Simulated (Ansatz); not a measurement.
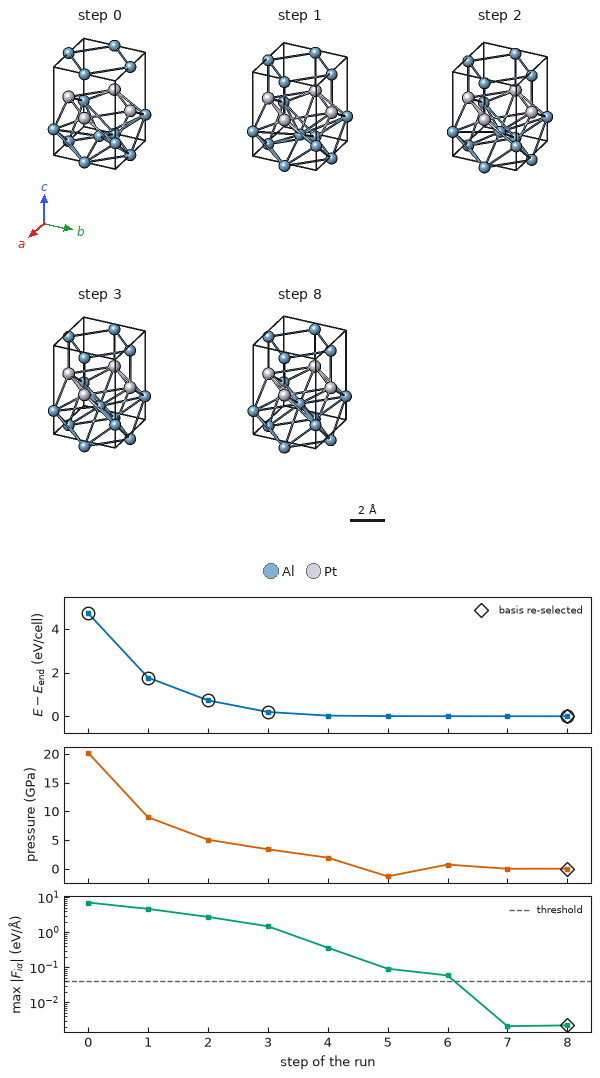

Frames of a relaxation of a crystal of Al2Pt (a generated structure, set up in P4mm) (coarse preliminary run), marked on the history of the run. The picture is a ball-and-stick view of the cell of the calculation, seen from a free direction.

Method: Ansatz, DFT PBE, scalar-relativistic, plane waves, PAW.

The input:
```yaml
crystal:
  lattice:
    - [4.06269346, 0.0, 0.0]
    - [0.0, 4.06269346, 0.0]
    - [0.0, 0.0, 5.89409721]
  atoms:
    - { symbol: Al, position: [0.5, 0.5, 0.13457032] }
    - { symbol: Al, position: [0.0, 0.0, 0.29266003] }
    - { symbol: Al, position: [0.5, 0.0, 0.99623511] }
    - { symbol: Al, position: [0.0, 0.5, 0.99623511] }
    - { symbol: Pt, position: [0.5, 0.0, 0.49874844] }
    - { symbol: Pt, position: [0.0, 0.5, 0.49874844] }
basis:
  ecutwfc: 420
kpoints:
  mp_grid: { grid: [4, 4, 4] }
hamiltonian:
  xc: pbe
scf:
  occupations: { method: gaussian, width: 0.1 }
  lower_state_search: "off"
output:
  forces: true
  stress: true
  eigenvalues: true
relax:
  adjacent_minimum: "off"
  f_tol: 0.04
  max_steps: 70
  cell: { stress_tol: 0.4 }
```

Command:
```bash
ansatz run input.yaml --threads 1 --pin off --max-ram 2560MiB --backend cpu --events-out ev --progress --plain --runs-dir out
```

> What happens along the run?

The largest move relative to the cell is that of Al1, 0.76 Å along +c. By element the largest moves are Al 0.76 Å, Pt 0.11 Å. The drawn cell changes as follows: a = b 4.063 → 4.101 Å (+0.9 %), c 5.894 → 5.980 Å (+1.4 %); the volume changes by +3.4 %. Near-neighbour distances that change, for instance: Al1–Al3 2.189 → 2.845 Å, Al3–Pt5 2.932 → 2.477 Å, Al1–Pt5 2.955 → 2.559 Å, Al2–Pt5 2.367 → 2.559 Å. Bond angles that change, for instance: Al2–Pt5–Al2 118.2° → 106.5°, Al2–Pt5–Pt6 127.4° → 124.5°. The space group stays P4mm (No. 99). The energy falls by 4.716 eV per cell of the calculation in 7 accepted moves (8 points after the start). Largest force component: 7.1 eV/Å at the start, 0.0022 eV/Å at the end. The pressure goes from 20.21 to 0.02 GPa. The SCF was repeated once at an unchanged geometry on a basis and grid sized afresh for the cell, which shifted the energy by 1.5 meV per cell of the calculation at most. Cost: 34 s on 1 thread of Intel(R) Xeon(R) Processor @ 2.70GHz (shared host), peak memory 0.37 GiB. From step 0 to 1: Al atoms move most (0.17 Å), volume +0.6 %, energy −2.945 eV per cell of the calculation. From step 1 to 2: Al1 moves most (0.19 Å), volume +0.7 %, energy −1.042 eV per cell of the calculation. From step 2 to 3: Al1 moves most (0.20 Å), volume −1.7 %, energy −0.533 eV per cell of the calculation. From step 3 to 8: Al1 moves most (0.17 Å), volume +3.8 %, energy −0.196 eV per cell of the calculation.

```json
{"step": "0", "E − E(0), meV/atom": "0.00", "largest force component, eV/Å": "7.0862", "pressure, GPa": "20.21", "volume, Å³/atom": "16.214", "note": ""}
{"step": "1", "E − E(0), meV/atom": "-490.89", "largest force component, eV/Å": "4.6645", "pressure, GPa": "8.97", "volume, Å³/atom": "16.305", "note": ""}
{"step": "2", "E − E(0), meV/atom": "-664.53", "largest force component, eV/Å": "2.7562", "pressure, GPa": "5.07", "volume, Å³/atom": "16.425", "note": ""}
{"step": "3", "E − E(0), meV/atom": "-753.34", "largest force component, eV/Å": "1.4899", "pressure, GPa": "3.40", "volume, Å³/atom": "16.149", "note": ""}
{"step": "4", "E − E(0), meV/atom": "-781.04", "largest force component, eV/Å": "0.3649", "pressure, GPa": "1.94", "volume, Å³/atom": "16.480", "note": ""}
{"step": "5", "E − E(0), meV/atom": "-784.78", "largest force component, eV/Å": "0.0919", "pressure, GPa": "-1.31", "volume, Å³/atom": "16.949", "note": ""}
{"step": "6", "E − E(0), meV/atom": "-785.46", "largest force component, eV/Å": "0.0591", "pressure, GPa": "0.73", "volume, Å³/atom": "16.677", "note": ""}
{"step": "7", "E − E(0), meV/atom": "-785.68", "largest force component, eV/Å": "0.0021", "pressure, GPa": "0.01", "volume, Å³/atom": "16.762", "note": ""}
{"step": "8", "E − E(0), meV/atom": "-785.93", "largest force component, eV/Å": "0.0022", "pressure, GPa": "0.02", "volume, Å³/atom": "16.762", "note": "same geometry, new basis"}
```

Limits of the set-up: the k-point mesh is coarse for a cell with partly filled bands.
